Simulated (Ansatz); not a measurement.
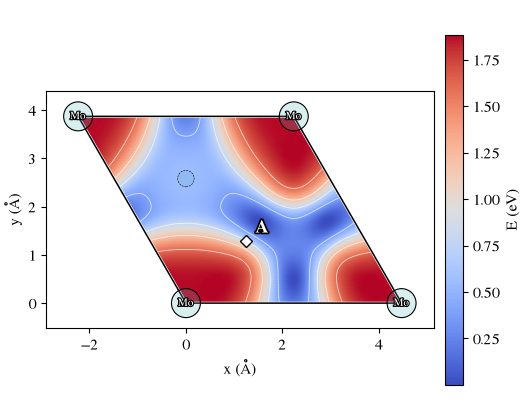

S on a Mo(111) slab cut from the Im-3m phase, its upper half relaxed before the scan (6 atoms of substrate and one adsorbate in a 1 × 1 cell). S is moved over the surface cell; relaxed at each place: the height of the adsorbate's atoms; substrate rigid; the origin of the map has the adsorbate above Mo6. Places are given modulo a cell vector. The map is drawn in real space over the plane of the surface. Grid: 9 × 9 points; 19 points were computed and 62 follow by symmetry. Energies: eV, counted from the lowest grid point. With one adsorbate in each 1 × 1 cell, its nearest image is 4.5 Å away, so neighbouring adsorbates interact. All numbers below come from DFT PBE, scalar-relativistic, plane waves, PAW in Ansatz. Settings: cutoff 420 eV, k-mesh 6×6×1, gaussian smearing 0.1 eV, no spin polarisation.

In the figure: a smooth colour map with a few white contour lines, labelled circles for the atoms of the top layer and small ones for the second layer, the outline of one cell of the plane, the point A. Between grid points the surface is interpolated.

Which way does the force act at A, and how strong is it?

A, at (4/9, 3/9) of the cell vectors, is not a stationary point. The computed force is 2.5 eV/Å in the plane, pointing up and right in the picture (components 1.2 and 2.2 eV/Å).

PAW datasets: the set soft_1.
